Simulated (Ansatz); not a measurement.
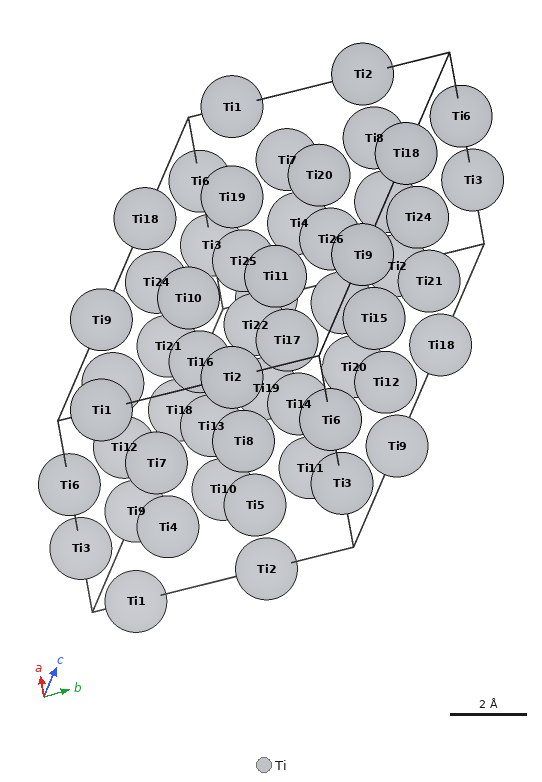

Figure 1. The input geometry (spheres-only view of the cell of the calculation, seen at an oblique angle; atoms are numbered from 1 in the order of the input).

## Geometry relaxation of Ti (part 1 of 3)

Ti (defect cell, 26 atoms in the cell), computed with DFT PBE, scalar-relativistic, plane waves, PAW, no spin polarisation (Ansatz 0.2.0).

The structure derives from an entry of the Crystallography Open Database. It belongs to a series of runs on one base structure; here: atom 1 (Ti) set half-way to the vacancy, atoms relaxed in the symmetry of that start. Figures and captions count atoms from 1; the log counts them from 0 in places.

## The program's output
```
Warning: output.stress: scf.convergence.dr2_threshold = 1e-7 eV (the SCF's general default) is looser than the 2.6e-9 eV advised for a printed stress (1e-10 eV for each atom of the cell: 26). What an SCF threshold leaves in a stress goes as its square root, and in the free energy as the threshold itself, and one threshold admits the most on a small cell: of the crystals measured, under no hybrid functional and no lock of the moments, on runs that ended without the residual-converged pass, on stresses that held no estimate of that error, the worst erred by over 100 MPa in a component at 1e-7 eV an atom and by under 5 at 1e-10. Every solve of this run answers to scf.convergence.dr2_threshold, and the tensor of one is reported: a single SCF on the reported geometry and on this run's grids (its basis.xc_grid and basis.ecutrho_ratio typed), with scf.convergence.dr2_threshold at 2.6e-9 eV or tighter, prints it and tightens no other solve. Else set scf.convergence.dr2_threshold to 2.6e-9 eV or tighter. The threshold is an SCF's pass mark: one that does not reach it within its budget of iterations ends unconverged, or closes short of it on a stop that the run arms, and scf.convergence.dr2_threshold's page says what that costs each kind of run
Engine: ansatz 0.2.0, x86_64-unknown-linux-gnu
Pseudopotentials: kind: paw
Pseudopotential: Ti, paw, valence charge 12, recommended cutoff 420 eV (normal), Ti.paw.azcp
Functional definition: PBE
  parameter kappa = 0.804
  parameter beta = 0.06672455060314922
  exchange = pbe_x(kappa = kappa, mu = beta*pi^2/3)
  correlation = pbe_c(beta = beta)
Crystal: 26 atoms, lattice volume = 469.326 Å³
Basis set: ecut = 420 eV, 9257 PW (Γ), exchange–correlation on 120×120×120 points (8 copies of the dense FFT grid, shifted against one another)
Bands: 188, of which v1, the nominal top of the filled ones, is band 156 counted from 1 (155 counted from 0)
Symmetry: 8 space group operations
Space group: Immm (ITA 71), of the structure as read, at distance tolerance 7.8e-5 Å
k-points: 18 of 64
Non-local potential: Ti, projectors of the file, l = 0: 3, l = 1: 2, l = 2: 3, l = 3: 1
PAW form: soft (Blöchl's): semilocal exchange-correlation on the pseudo side does not see the compensation charge
PAW one-centre angular grid: Ti, 590 points (default); XC on 64 Gauss nodes
Initial density: superposition of atomic densities (neutral atoms: chi_scale 0, normalization atom), corrected by the library's trained network
Initial wavefunctions: pseudopotential atomic-orbital guess
Functional: x = pbe(κ = 0.804, μ = 0.2195149727645171), c = pbe(β = 0.06672455060314922)
SCF iter   1: F=—  HF=-64986.914835 eV  |F-HF|=—  |Δ(HF+E_count)|=         —  Δρ=6.35e-3  dr2=3.46e-1  ethr=1.77e-3  ⟨swp⟩=8.3  Hψ=14982  notcnv=0
preconditioner: auto → Kerker (q_TF=auto, 2.549 Å⁻¹)  [metal: Δε(μ)=0.004 eV  Ē_g=2.243 eV  σ=0.100 eV  W_gap=0.02  n_scr=136 (ndim 8)  ℏωp=17.5 eV  f_vac=0.000  D(μ)=47.19/eV (n_scr^D=608)]
SCF iter   2: F=—  HF=-64986.909674 eV  |F-HF|=—  |Δ(HF+E_count)|=   5.16e-3  Δρ=2.70e-3  dr2=5.22e-2  ethr=1.11e-4  ⟨swp⟩=1.4  Hψ=3953  notcnv=0
SCF iter   3: F=—  HF=-64986.907614 eV  |F-HF|=—  |Δ(HF+E_count)|=   2.06e-3  Δρ=6.66e-4  dr2=2.24e-3  ethr=1.67e-5  ⟨swp⟩=2.0  Hψ=3816  notcnv=0
SCF iter   4: F=—  HF=-64986.908008 eV  |F-HF|=—  |Δ(HF+E_count)|=   3.95e-4  Δρ=1.91e-4  dr2=2.80e-4  ethr=7.19e-7  ⟨swp⟩=2.1  Hψ=4095  notcnv=0
SCF iter   5: F=—  HF=-64986.907966 eV  |F-HF|=—  |Δ(HF+E_count)|=   4.28e-5  Δρ=6.61e-5  dr2=4.94e-5  ethr=8.97e-8  ⟨swp⟩=2.0  Hψ=4124  notcnv=0
SCF iter   6: F=-64986.907958 eV  HF=-64986.907960 eV  |F-HF|=2.54e-6  |Δ(HF+E_count)|=   5.14e-6  Δρ=2.58e-5  dr2=5.52e-6  ethr=3.21e-9  ⟨swp⟩=18.3  Hψ=29465  notcnv=0
SCF 1 converged in 6 iterations: F = -64986.907958 eV  dr2 = 5.52e-6
  greatest PAW one-centre occupation: 0.999 electrons in one spin orbital (limit 2), on the Ti atom at site 22 (counted from 0), in its partial waves of l = 0
relax step   1: F+E_penalty+E_count = -64986.90795794 eV  Δ(F+E_penalty+E_count) = +0.000e0 eV  max|allowed force component| = 9.066e-1 eV/Å  Δτ_max = 0.0000 Å  (6 SCF iters, dr2 threshold 1.00e-5 eV, accepted)
Initial density: handed on by an earlier stage of this run
Initial wavefunctions: those handed on with the density
SCF iter   1: F=—  HF=-64988.360732 eV  |F-HF|=—  |Δ(HF+E_count)|=         —  Δρ=3.15e-2  dr2=1.79e1  ethr=3.10e-3  ⟨swp⟩=4.8  Hψ=7708  notcnv=0  defer=31
preconditioner: auto → Kerker (q_TF=auto, 2.549 Å⁻¹)  [metal: Δε(μ)=0.002 eV  Ē_g=2.255 eV  σ=0.100 eV  W_gap=0.01  n_scr=136 (ndim 8)  ℏωp=17.5 eV  f_vac=0.000  D(μ)=45.01/eV (n_scr^D=536)]
SCF iter   2: F=—  HF=-64987.543992 eV  |F-HF|=—  |Δ(HF+E_count)|=   8.17e-1  Δρ=7.13e-3  dr2=6.82e-1  ethr=3.10e-3  ⟨swp⟩=2.9  Hψ=4713  notcnv=0  defer=126
SCF iter   3: F=—  HF=-64987.517488 eV  |F-HF|=—  |Δ(HF+E_count)|=   2.65e-2  Δρ=4.81e-3  dr2=1.49e-1  ethr=2.19e-4  ⟨swp⟩=2.0  Hψ=3595  notcnv=0  defer=188
SCF iter   4: F=—  HF=-64987.510339 eV  |F-HF|=—  |Δ(HF+E_count)|=   7.15e-3  Δρ=2.05e-3  dr2=7.06e-2  ethr=4.77e-5  ⟨swp⟩=2.0  Hψ=4402  notcnv=0  defer=188
SCF iter   5: F=—  HF=-64987.507845 eV  |F-HF|=—  |Δ(HF+E_count)|=   2.49e-3  Δρ=8.32e-4  dr2=1.21e-2  ethr=2.26e-5  ⟨swp⟩=1.9  Hψ=3366  notcnv=0  defer=188
SCF iter   6: F=—  HF=-64987.507868 eV  |F-HF|=—  |Δ(HF+E_count)|=   2.25e-5  Δρ=2.68e-4  dr2=6.44e-4  ethr=3.87e-6  ⟨swp⟩=1.7  Hψ=3435  notcnv=0  defer=193
SCF iter   7: F=-64987.507806 eV  HF=-64987.507836 eV  |F-HF|=3.01e-5  |Δ(HF+E_count)|=   3.24e-5  Δρ=5.19e-5  dr2=3.57e-5  ethr=1.65e-8  ⟨swp⟩=16.7  Hψ=28594  notcnv=0
SCF 2 converged in 7 iterations: F = -64987.507806 eV  dr2 = 3.57e-5
  Residual-converged pass: ⟨swp⟩=1.1  Hψ=3457  notcnv=0  max |occ|·‖R‖ = 7.0e-9 eV (tolerance 1.0e-8 eV)  dr2=3.57e-5  dr2_onsite=1.27e-6  max |Δocc| = 1.3e-10
  greatest PAW one-centre occupation: 0.999 electrons in one spin orbital (limit 2), on the Ti atom at site 25 (counted from 0), in its partial waves of l = 0
relax step   2: F+E_penalty+E_count = -64987.50780550 eV  Δ(F+E_penalty+E_count) = -5.998e-1 eV  max|allowed force component| = 3.965e-1 eV/Å  Δτ_max = 0.1612 Å  (7 SCF iters, dr2 threshold 5.14e-5 eV, accepted)
iter 1 solved again at ethr=2.60e-3 eV; its pass at ethr=3.10e-3 eV (dr2=8.12e0 eV) is discarded
SCF iter   1: F=—  HF=-64988.181380 eV  |F-HF|=—  |Δ(HF+E_count)|=         —  Δρ=2.40e-2  dr2=8.11e0  ethr=2.60e-3  ⟨swp⟩=1.2  Hψ=12522  notcnv=0  defer=97
preconditioner: auto → Kerker (q_TF=auto, 2.549 Å⁻¹)  [metal: Δε(μ)=0.008 eV  Ē_g=2.247 eV  σ=0.100 eV  W_gap=0.04  n_scr=136 (ndim 8)  ℏωp=17.5 eV  f_vac=0.000  D(μ)=43.07/eV (n_scr^D=536)]
SCF iter   2: F=—  HF=-64987.728073 eV  |F-HF|=—  |Δ(HF+E_count)|=   4.53e-1  Δρ=7.75e-3  dr2=7.90e-1  ethr=2.60e-3  ⟨swp⟩=2.3  Hψ=3812  notcnv=0  defer=97
SCF iter   3: F=—  HF=-64987.692875 eV  |F-HF|=—  |Δ(HF+E_count)|=   3.52e-2  Δρ=4.79e-3  dr2=2.42e-1  ethr=2.53e-4  ⟨swp⟩=2.1  Hψ=3989  notcnv=0  defer=176
SCF iter   4: F=—  HF=-64987.693558 eV  |F-HF|=—  |Δ(HF+E_count)|=   6.83e-4  Δρ=4.71e-3  dr2=2.81e-1  ethr=7.74e-5  ⟨swp⟩=2.1  Hψ=4591  notcnv=0  defer=176
SCF iter   5: F=—  HF=-64987.686886 eV  |F-HF|=—  |Δ(HF+E_count)|=   6.67e-3  Δρ=3.36e-3  dr2=1.49e-1  ethr=7.74e-5  ⟨swp⟩=1.0  Hψ=3228  notcnv=0  defer=176
SCF iter   6: F=—  HF=-64987.681335 eV  |F-HF|=—  |Δ(HF+E_count)|=   5.55e-3  Δρ=1.51e-3  dr2=2.95e-2  ethr=4.76e-5  ⟨swp⟩=1.7  Hψ=3327  notcnv=0  defer=176
SCF iter   7: F=—  HF=-64987.680415 eV  |F-HF|=—  |Δ(HF+E_count)|=   9.20e-4  Δρ=1.29e-4  dr2=1.63e-4  ethr=9.44e-6  ⟨swp⟩=2.0  Hψ=3779  notcnv=0  defer=176
SCF iter   8: F=—  HF=-64987.680929 eV  |F-HF|=—  |Δ(HF+E_count)|=   5.13e-4  Δρ=6.50e-5  dr2=5.30e-5  ethr=5.21e-8  ⟨swp⟩=2.0  Hψ=4259  notcnv=0  defer=194
SCF iter   9: F=-64987.680922 eV  HF=-64987.680926 eV  |F-HF|=4.63e-6  |Δ(HF+E_count)|=   2.15e-6  Δρ=1.95e-5  dr2=5.01e-6  ethr=3.15e-9  ⟨swp⟩=15.5  Hψ=24941  notcnv=0
SCF 3 converged in 9 iterations: F = -64987.680922 eV  dr2 = 5.01e-6
relax step   3: F+E_penalty+E_count = -64987.68092180 eV  Δ(F+E_penalty+E_count) = -1.731e-1 eV  max|allowed force component| = 2.367e-1 eV/Å  Δτ_max = 0.1948 Å  (9 SCF iters, dr2 threshold 9.83e-6 eV, accepted)
iter 1 solved again at ethr=8.54e-4 eV; its pass at ethr=3.10e-3 eV (dr2=2.66e0 eV) is discarded
SCF iter   1: F=—  HF=-64987.876241 eV  |F-HF|=—  |Δ(HF+E_count)|=         —  Δρ=1.22e-2  dr2=2.66e0  ethr=8.54e-4  ⟨swp⟩=1.0  Hψ=10534  notcnv=0  defer=182
preconditioner: auto → Kerker (q_TF=auto, 2.549 Å⁻¹)  [metal: Δε(μ)=0.010 eV  Ē_g=2.245 eV  σ=0.100 eV  W_gap=0.05  n_scr=136 (ndim 8)  ℏωp=17.5 eV  f_vac=0.000  D(μ)=42.87/eV (n_scr^D=530)]
SCF iter   2: F=—  HF=-64987.751206 eV  |F-HF|=—  |Δ(HF+E_count)|=   1.25e-1  Δρ=4.60e-3  dr2=4.11e-1  ethr=8.52e-4  ⟨swp⟩=1.6  Hψ=3215  notcnv=0  defer=182
SCF iter   3: F=—  HF=-64987.718580 eV  |F-HF|=—  |Δ(HF+E_count)|=   3.26e-2  Δρ=1.16e-3  dr2=1.38e-2  ethr=1.32e-4  ⟨swp⟩=2.0  Hψ=3348  notcnv=0  defer=182
SCF iter   4: F=—  HF=-64987.716771 eV  |F-HF|=—  |Δ(HF+E_count)|=   1.81e-3  Δρ=3.24e-4  dr2=8.92e-4  ethr=4.41e-6  ⟨swp⟩=2.0  Hψ=4139  notcnv=0  defer=182
SCF iter   5: F=—  HF=-64987.717213 eV  |F-HF|=—  |Δ(HF+E_count)|=   4.42e-4  Δρ=8.03e-5  dr2=3.70e-5  ethr=2.86e-7  ⟨swp⟩=2.0  Hψ=3970  notcnv=0  defer=204
SCF iter   6: F=-64987.717207 eV  HF=-64987.717209 eV  |F-HF|=2.08e-6  |Δ(HF+E_count)|=   3.76e-6  Δρ=2.18e-5  dr2=3.47e-6  ethr=3.43e-9  ⟨swp⟩=16.3  Hψ=29445  notcnv=0
SCF 4 converged in 6 iterations: F = -64987.717207 eV  dr2 = 3.47e-6
  greatest PAW one-centre occupation: 0.999 electrons in one spin orbital (limit 2), on the Ti atom at site 24 (counted from 0), in its partial waves of l = 0
relax step   4: F+E_penalty+E_count = -64987.71720735 eV  Δ(F+E_penalty+E_count) = -3.629e-2 eV  max|allowed force component| = 1.335e-1 eV/Å  Δτ_max = 0.1314 Å  (6 SCF iters, dr2 threshold 1.07e-5 eV, accepted)
SCF iter   1: F=—  HF=-64987.746959 eV  |F-HF|=—  |Δ(HF+E_count)|=         —  Δρ=4.65e-3  dr2=3.26e-1  ethr=2.34e-3  ⟨swp⟩=3.4  Hψ=5641  notcnv=0  defer=197
preconditioner: auto → Kerker (q_TF=auto, 2.549 Å⁻¹)  [metal: Δε(μ)=0.007 eV  Ē_g=2.241 eV  σ=0.100 eV  W_gap=0.04  n_scr=136 (ndim 8)  ℏωp=17.5 eV  f_vac=0.000  D(μ)=44.28/eV (n_scr^D=536)]
SCF iter   2: F=—  HF=-64987.731397 eV  |F-HF|=—  |Δ(HF+E_count)|=   1.56e-2  Δρ=1.81e-3  dr2=4.34e-2  ethr=1.05e-4  ⟨swp⟩=1.1  Hψ=3917  notcnv=0  defer=191
SCF iter   3: F=—  HF=-64987.727462 eV  |F-HF|=—  |Δ(HF+E_count)|=   3.94e-3  Δρ=5.17e-4  dr2=1.96e-3  ethr=1.39e-5  ⟨swp⟩=2.0  Hψ=3502  notcnv=0  defer=191
SCF iter   4: F=—  HF=-64987.727705 eV  |F-HF|=—  |Δ(HF+E_count)|=   2.44e-4  Δρ=1.37e-4  dr2=1.52e-4  ethr=6.29e-7  ⟨swp⟩=2.0  Hψ=4161  notcnv=0  defer=191
SCF iter   5: F=—  HF=-64987.727689 eV  |F-HF|=—  |Δ(HF+E_count)|=   1.67e-5  Δρ=3.86e-5  dr2=1.06e-5  ethr=4.89e-8  ⟨swp⟩=2.0  Hψ=3936  notcnv=0  defer=191
SCF iter   6: F=-64987.727687 eV  HF=-64987.727687 eV  |F-HF|=7.39e-7  |Δ(HF+E_count)|=   1.47e-6  Δρ=1.22e-5  dr2=1.29e-6  ethr=1.82e-9  ⟨swp⟩=16.2  Hψ=26507  notcnv=0
SCF 5 converged in 6 iterations: F = -64987.727687 eV  dr2 = 1.29e-6
relax step   5: F+E_penalty+E_count = -64987.72768651 eV  Δ(F+E_penalty+E_count) = -1.048e-2 eV  max|allowed force component| = 7.312e-2 eV/Å  Δτ_max = 0.0668 Å  (6 SCF iters, dr2 threshold 5.67e-6 eV, accepted)
SCF iter   1: F=—  HF=-64987.736543 eV  |F-HF|=—  |Δ(HF+E_count)|=         —  Δρ=2.00e-3  dr2=5.41e-2  ethr=3.22e-4  ⟨swp⟩=2.6  Hψ=5366  notcnv=0  defer=198
preconditioner: auto → Kerker (q_TF=auto, 2.549 Å⁻¹)  [metal: Δε(μ)=0.005 eV  Ē_g=2.242 eV  σ=0.100 eV  W_gap=0.03  n_scr=136 (ndim 8)  ℏωp=17.5 eV  f_vac=0.000  D(μ)=43.21/eV (n_scr^D=536)]
SCF iter   2: F=—  HF=-64987.733403 eV  |F-HF|=—  |Δ(HF+E_count)|=   3.14e-3  Δρ=8.78e-4  dr2=9.34e-3  ethr=1.73e-5  ⟨swp⟩=1.0  Hψ=3906  notcnv=0  defer=198
SCF iter   3: F=—  HF=-64987.732603 eV  |F-HF|=—  |Δ(HF+E_count)|=   8.00e-4  Δρ=2.21e-4  dr2=2.58e-4  ethr=3.00e-6  ⟨swp⟩=2.0  Hψ=3685  notcnv=0  defer=198
SCF iter   4: F=—  HF=-64987.733088 eV  |F-HF|=—  |Δ(HF+E_count)|=   4.85e-4  Δρ=6.03e-5  dr2=2.90e-5  ethr=8.28e-8  ⟨swp⟩=2.0  Hψ=4139  notcnv=0  defer=198
iter 5 did not close the SCF: its close was put off for the readings that it lacked (scf_convergence_deferred on its scf_iter line)
SCF iter   5: F=-64987.733087 eV  HF=-64987.733087 eV  |F-HF|=1.86e-7  |Δ(HF+E_count)|=   1.49e-6  Δρ=1.54e-5  dr2=1.00e-6  ethr=9.29e-9  ⟨swp⟩=2.0  Hψ=3854  notcnv=0  defer=198
SCF iter   6: F=-64987.733087 eV  HF=-64987.733087 eV  |F-HF|=4.93e-8  |Δ(HF+E_count)|=   7.44e-8  Δρ=3.24e-6  dr2=8.69e-8  ethr=3.21e-10  ⟨swp⟩=12.6  Hψ=22045  notcnv=0
SCF 6 converged in 6 iterations: F = -64987.733087 eV  dr2 = 8.69e-8
relax step   6: F+E_penalty+E_count = -64987.73308676 eV  Δ(F+E_penalty+E_count) = -5.400e-3 eV  max|allowed force component| = 6.574e-3 eV/Å  Δτ_max = 0.0379 Å  (6 SCF iters, dr2 threshold 1.60e-6 eV, accepted)
iter 1 solved again at ethr=2.85e-11 eV; its pass at ethr=3.10e-3 eV (dr2=8.89e-8 eV) is discarded
SCF iter   1: F=—  HF=-64987.733082 eV  |F-HF|=—  |Δ(HF+E_count)|=         —  Δρ=3.26e-6  dr2=8.91e-8  ethr=2.85e-11  ⟨swp⟩=1.0  Hψ=7956  notcnv=0
preconditioner: auto → Kerker (q_TF=auto, 2.549 Å⁻¹)  [metal: Δε(μ)=0.006 eV  Ē_g=2.241 eV  σ=0.100 eV  W_gap=0.03  n_scr=136 (ndim 8)  ℏωp=17.5 eV  f_vac=0.000  D(μ)=43.46/eV (n_scr^D=536)]
iter 2 did not close the SCF: its close was put off for the readings that it lacked (scf_convergence_deferred on its scf_iter line)
SCF iter   2: F=-64987.733087 eV  HF=-64987.733087 eV  |F-HF|=1.24e-8  |Δ(HF+E_count)|=   4.78e-6  Δρ=2.01e-6  dr2=2.92e-8  ethr=2.85e-11  ⟨swp⟩=1.0  Hψ=3177  notcnv=0
iter 3 did not close the SCF: its close was put off for the readings that it lacked (scf_convergence_deferred on its scf_iter line)
SCF iter   3: F=-64987.733087 eV  HF=-64987.733087 eV  |F-HF|=5.38e-10  |Δ(HF+E_count)|=   1.24e-9  Δρ=4.69e-7  dr2=1.50e-9  ethr=9.36e-12  ⟨swp⟩=2.1  Hψ=4038  notcnv=0
iter 4 did not close the SCF: its close was put off for the readings that it lacked (scf_convergence_deferred on its scf_iter line)
SCF iter   4: F=-64987.733087 eV  HF=-64987.733087 eV  |F-HF|=8.73e-11  |Δ(HF+E_count)|=  1.16e-10  Δρ=1.10e-7  dr2=1.30e-10  ethr=1.00e-12  ⟨swp⟩=1.9  Hψ=3384  notcnv=0
iter 5 did not close the SCF: its close was put off for the readings that it lacked (scf_convergence_deferred on its scf_iter line)
SCF iter   5: F=-64987.733087 eV  HF=-64987.733087 eV  |F-HF|=7.28e-12  |Δ(HF+E_count)|=  7.28e-12  Δρ=3.51e-8  dr2=9.71e-12  ethr=1.00e-12  ⟨swp⟩=1.0  Hψ=3177  notcnv=0
SCF iter   6: F=-64987.733087 eV  HF=-64987.733087 eV  |F-HF|=1.46e-11  |Δ(HF+E_count)|=  7.28e-12  Δρ=1.15e-8  dr2=1.18e-12  ethr=1.00e-12  ⟨swp⟩=3.8  Hψ=11182  notcnv=0
SCF 7 converged in 6 iterations: F = -64987.733087 eV  dr2 = 1.18e-12
relax step   7: F+E_penalty+E_count = -64987.73308681 eV  Δ(F+E_penalty+E_count) = -4.495e-8 eV  max|allowed force component| = 6.628e-3 eV/Å  Δτ_max = 0.0000 Å  (6 SCF iters, accepted)
```

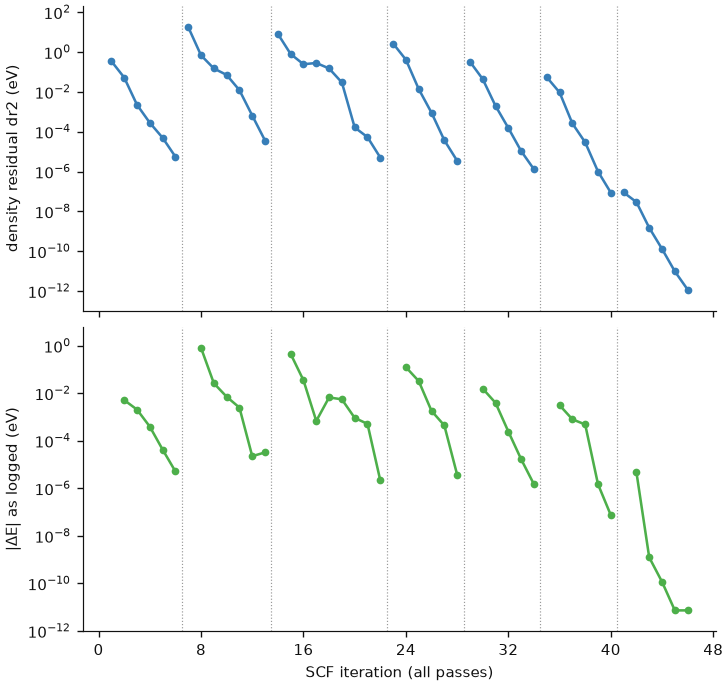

Figure 2. Convergence of the self-consistent field: density residual dr2 and size of the energy change against the SCF iteration. The dotted lines part the SCF passes of the relaxation: geometry steps, rejected trials and re-solves on a re-selected basis. The 7 passes take 6 to 9 iterations each, 46 in all.
